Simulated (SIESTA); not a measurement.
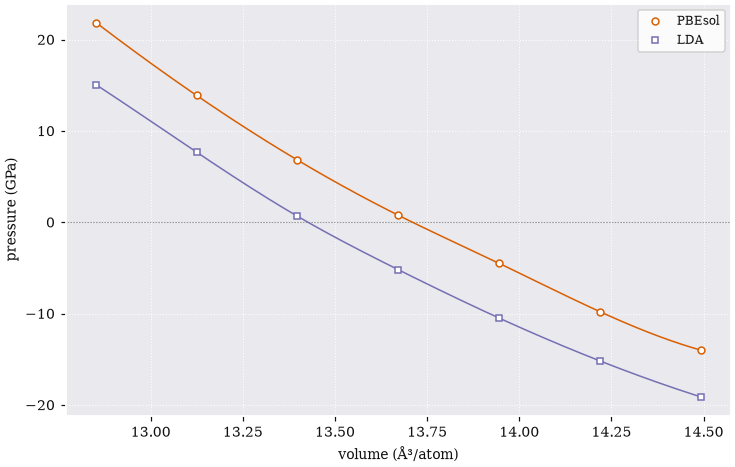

The plot gives the computed pressure against volume, with one curve for each functional, for Rh (space group Fm-3m).

Computed with SIESTA 5.4.2: DFT in numerical atomic orbitals with pseudopotentials, no spin polarisation; energies at scaled volumes of the given cell, shape and fractions fixed, counted from the fit's minimum, third-order Birch-Murnaghan fit. All runs: no spin polarisation.

```tsv
setting	value
k mesh	12×12×12
occupations	Fermi–Dirac
smearing width	0.05 eV
potentials	PseudoDojo 0.4 standard, converted to PSML, two zetas on semicore shells
```

**Order the curves by fitted equilibrium volume, smallest first.**

LDA 13.431, PBEsol 13.706 Å³/atom.

**Order the curves by fitted bulk modulus, smallest first.**

PBEsol 287.8, LDA 307.0 GPa.

**For PBEsol: read off the course of the pressure.**

It falls from 21.86 GPa at volume 12.85 Å³/atom to −14.00 GPa at 14.49 Å³/atom, and changes sign near 13.71 Å³/atom.

Caveats: mulliken charges of long orbitals.
